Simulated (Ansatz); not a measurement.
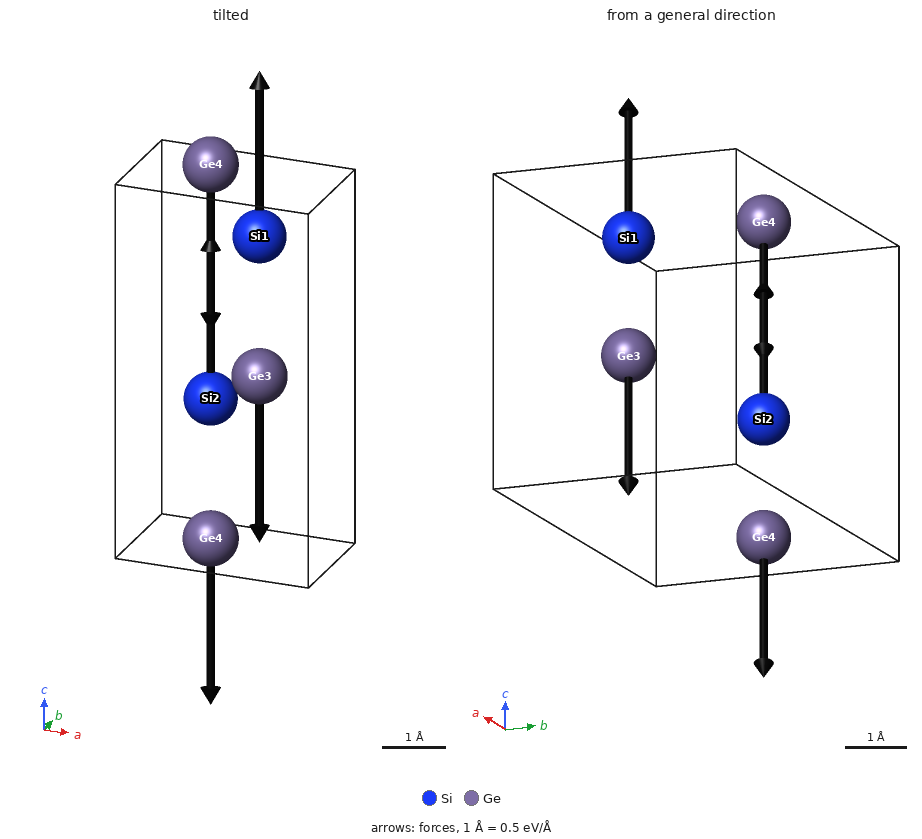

Structure drawing (spheres-only), viewed slightly off an axis and from a general direction. The simulation cell is outlined; an atom on or near a face, edge or corner is repeated at each equivalent position. The arrows are the computed forces on the atoms.

System: SiGe. Theory: DFT PBEsol, scalar-relativistic, plane waves, PAW in Ansatz 0.2.0. Numerical settings: a 420 eV plane-wave basis, Brillouin-zone sampling on a 12×12×6 mesh, Gaussian smearing of 0.03 eV, no spin polarisation.

Q: Has this structure been optimised to equilibrium?

A: No. The atoms still feel forces of up to about 1.2 eV/Å, far above a usual threshold of 0.01 to 0.03 eV/Å.

Q: Find the atom with the largest force.

A: Si1, Si2, Ge3 and Ge4, about 1.2 eV/Å.

Q: List the mean force on each species.

A: Mean magnitudes: about Si 1.2 eV/Å, Ge 1.2 eV/Å.

The structure comes from a structure listed in the Materials Project. The cell was then strained or its atoms displaced on purpose. Ansatz was used for an electronic-structure calculation on it.
